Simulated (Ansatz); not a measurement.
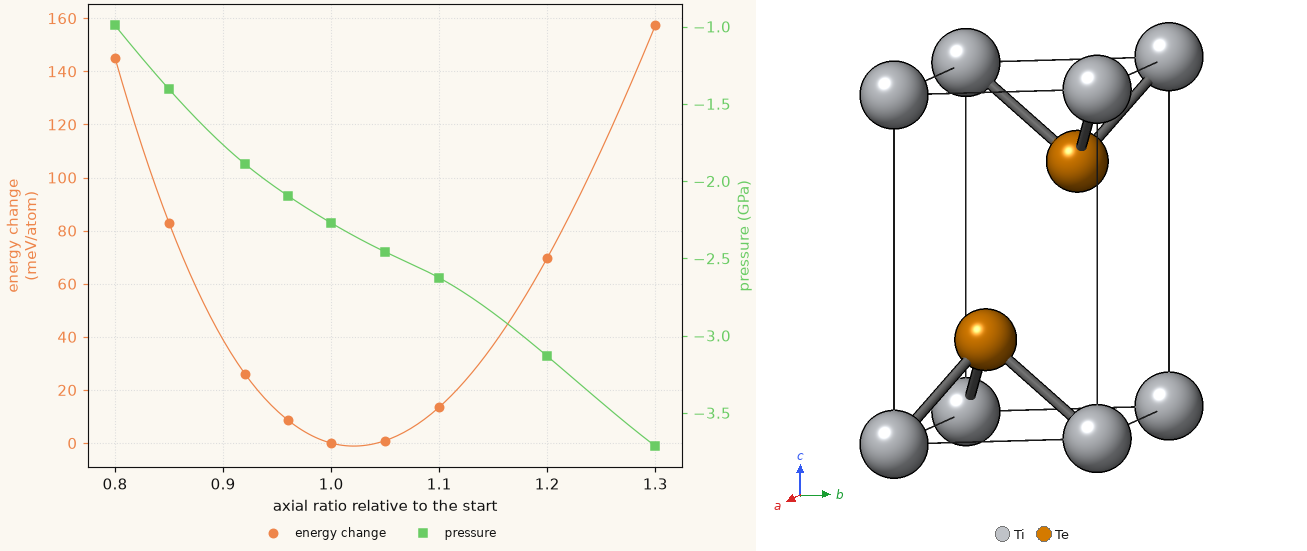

The picture above shows the energy change and pressure against relative axial ratio for TiTe₂, space group P-3m1 (No. 164). The cell is drawn beside the plot.

Starting cell:
```yaml
crystal:
  lattice:
    - [3.77700, 0.00000, 0.00000]
    - [-1.88850, 3.27098, 0.00000]
    - [0.00000, 0.00000, 6.49800]
  atoms:
    - { symbol: Ti, position: [0.00000, 0.00000, 0.00000] }
    - { symbol: Te, position: [0.66667, 0.33333, 0.26280] }
    - { symbol: Te, position: [0.33333, 0.66667, 0.73720] }
```

Method: deformation of a crystal at fixed volume, lengths along the axis scaled against those across it, fractional coordinates fixed, by plane-wave density functional theory with PAW datasets, free energies less that of the undisturbed cell, pressure positive in compression; scalar-relativistic (Ansatz 0.2.0). Level: PBEsol, no spin polarisation.

wave cutoff 420 eV; k mesh 18×18×8; occupations Gaussian; smearing width 0.15 eV; k shift (0, 0, 0) (mesh steps); start as given; path axial; axis direction (0, 0, 1) (Cartesian unit vector).

Where is the energy change lowest, and are there other minima?

Answer. The lowest computed point is at relative axial ratio 1.00 (0 meV/atom), in a single well.

What does the pressure do across the range?

Answer. It falls from −0.993 GPa at relative axial ratio 0.80 to −3.715 GPa at 1.30.

Limits of the calculation: reference crystal is not relaxed; shape and atomic fractions are frozen while scaling, which makes layered, chain and framework solids too stiff.
